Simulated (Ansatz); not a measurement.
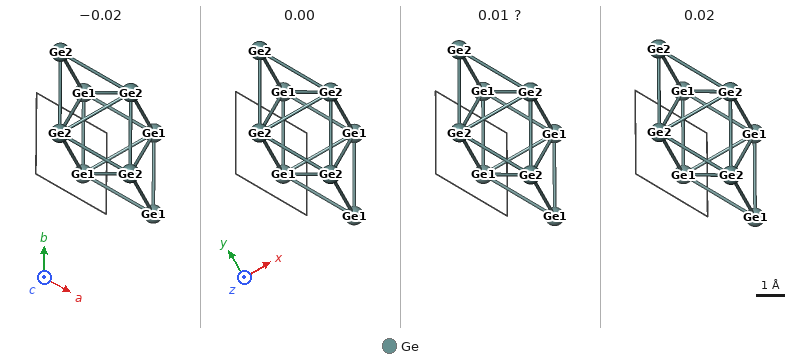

Energy scan for crystalline Ge (Cmcm), in which the cell is strained along y alone, with the atoms kept at their fractional coordinates. x, y and z are the Cartesian axes of the input. Style: ball-and-stick. Shown: the cell of the calculation, repeated 2 × 2 × 2 with one cell outlined, along the c axis.

Computed with DFT PBEsol, scalar-relativistic, plane waves, PAW (Ansatz). (plane-wave cutoff 420 eV; k-point mesh 18 × 18 × 10; occupations gaussian; smearing width 0.15 eV; no spin polarisation). Energies (free energies at the smearing named) are counted from the cell as listed in its source, which wasn't relaxed.

| strain | ΔE (meV/atom) |
| --- | --- |
| −0.0200 | 2.42 |
| −0.0150 | 1.48 |
| −0.0100 | 0.77 |
| −0.0050 | 0.27 |
| 0.0000 | 0.00 |
| 0.0050 | −0.03 |
| 0.0100 | ? |
| 0.0150 | 0.76 |
| 0.0175 | 1.14 |
| 0.0200 | 1.59 |

Fill in the missing row.

Answer. A straight line between the two neighbours gives 0.37 meV/atom. A cubic through the four nearest rows (0.0000, 0.0050, 0.0150, 0.0175) gives, with Lagrange weights, (−0.1429)(0.00) + (0.6000)(−0.03) + (1.0000)(0.76) + (−0.4571)(1.14) = 0.22 meV/atom. The calculation gives 0.22 meV/atom, so the cubic is right to the digits shown and the straight line 0.15 meV/atom too high, as the curve bends upwards here.

The whole profile:

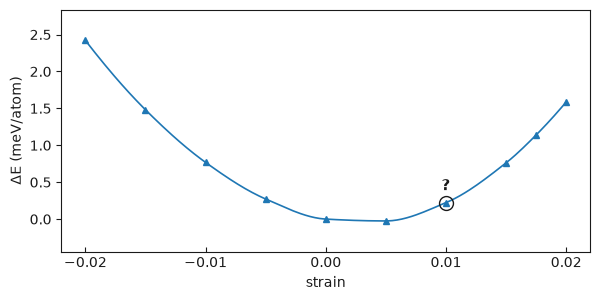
